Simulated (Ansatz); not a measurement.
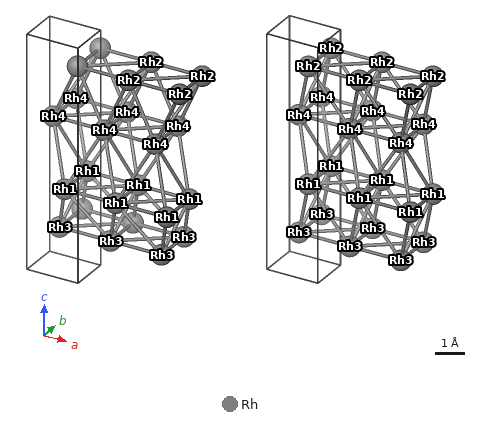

Two geometries of crystalline Rh (set up in P1), drawn at one scale. One is the start of a relaxation, the other its converged end. The picture is a ball-and-stick view of the cell of the calculation, repeated 3 × 2 × 1 with one cell outlined, seen slightly off an axis.

The calculation used DFT PBEsol, scalar-relativistic, plane waves, PAW (Ansatz 0.2.0). Settings: plane-wave cutoff 420 eV; k-point mesh 12 × 12 × 4; occupations gaussian; smearing width 0.15 eV; no spin polarisation; cell and atoms relaxed; force threshold 0.01 eV/Å; at most 80 steps.

> Which one is relaxed?

The right one is the relaxed one. Case: all atoms moved at random, sigma 0.15 Å for each component; relaxed back. The energy falls by 439 meV per atom in 5 accepted moves (6 points after the start). The largest force component goes from 7.6 to 0.00024 eV/Å. The pressure goes from 18.26 to −0.02 GPa. At 1 point the geometry stayed and the basis and grid were re-selected for the new cell (energy shift of less than 0.05 meV per atom at most each time). The atom that moves furthest relative to the cell is Rh2 (0.34 Å roughly along [−2 −1 0]). The drawn cell changes at constant volume: a = b 2.689 → 2.686 Å (−0.1 %), c 8.658 → 8.677 Å (+0.2 %). Among the contacts that change: Rh1–Rh3 2.203 → 2.667 Å, Rh1–Rh3 (another image) 2.340 → 2.667 Å, Rh2–Rh4 2.959 → 2.667 Å, Rh2–Rh3 2.934 → 2.667 Å. The space group (tolerance 0.01 Å) goes from P1 (No. 1) to P6_3/mmc (No. 194). Cost: 5.7 min on 1 thread of Arm Neoverse V2, with other jobs on the host, peak memory 0.68 GiB.
